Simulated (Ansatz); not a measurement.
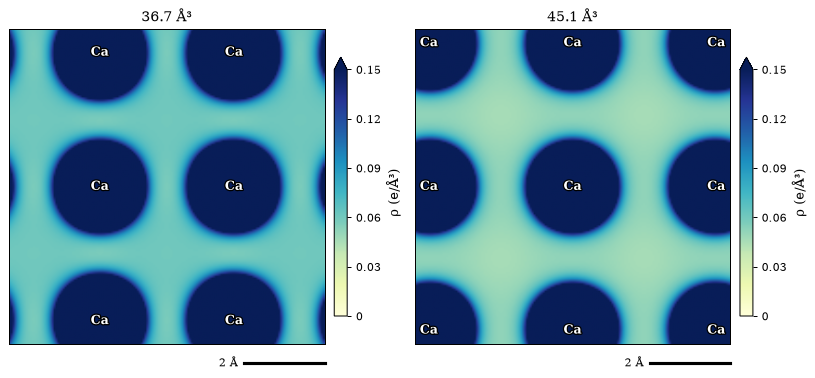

Ca. The valence pseudo-density of cells scaled evenly to different volumes (given per atom above each panel), on the (100) plane of each (indices in the axes of the cell below), at one length scale and on one colour scale.

A generated structure, not necessarily the stable one.

Level of theory: Ansatz, DFT, PBEsol, plane waves (420 eV) with PAW, scalar-relativistic.

The largest cell:

```
CELL_PARAMETERS angstrom
3.55862 0.00000 0.00000
0.00000 3.55862 0.00000
0.00000 0.00000 3.55862
ATOMIC_POSITIONS crystal
Ca 0.00000 0.00000 0.00000
```

| volume (Å³/atom) | Ca–Ca contact in the plane (Å) | ρ at its midpoint (e/Å³) | 
| --- | --- | --- |
| 36.72 | 3.324 | 0.058 | 
| 41.73 | 3.468 | ? | 
| 45.07 | 3.559 | 0.052 | 

### What values belong in the row with question marks?

Over the known rows ln ρ falls by 0.46 per Å of Ca–Ca distance (the line through the two), which gives 0.054 e/Å³ at 3.468 Å; the calculation gives 0.054 e/Å³.
